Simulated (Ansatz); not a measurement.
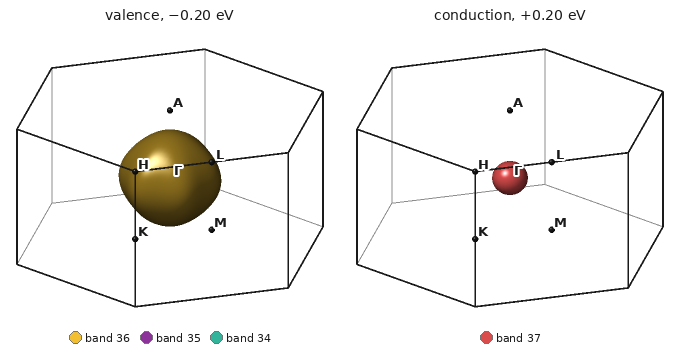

AgI (space group P6_3mc, No. 186): constant-energy surfaces at both band edges (energies from each edge).

These are results of DFT PBE, scalar-relativistic, plane waves, PAW; levels and slopes on a dense k mesh at the converged density in Ansatz, not measurements. No spin polarisation. The levels come from a k mesh of 30×30×16 points. Unrelaxed database geometry.

Masses come from a second pass at points close to the extrema; at the energies drawn a band may no longer be parabolic.

### What kind of gap has this crystal, and what size does the calculation give?

The gap is direct, 1.38 eV at this level of theory, which underestimates gaps and can reorder valleys that lie close.

### Give the valleys and their effective masses.

Valence band (extrema up to 0.20 eV from the edge): one maximum at Γ, two bands meeting there, with masses of 0.19 and 1.54 mₑ along x, 0.19 and 1.54 mₑ along y and 1.35 mₑ along z. Band 36 forms the valence edge; band 35 meets it there and band 34 begins 0.03 eV lower (at Γ).
Conduction band (extrema up to 0.20 eV from the edge): one minimum at Γ, principal masses 0.16, 0.18 and 0.18 mₑ. Band 37 forms the conduction edge. Another band lies within 0.06 eV there, so the masses may hold only close to the extrema.

Where one band's surface lies inside another's, the outer one hides all or part of it.

Spin-orbit coupling, left out here, can change the gap, its kind, the place of the band edges and the masses, since the compound holds Ag and I.

Cost: 4.9 min on 1 thread of Intel(R) Xeon(R) Platinum 8488C (Sapphire Rapids), on a shared host, peak memory 2.2 GiB.
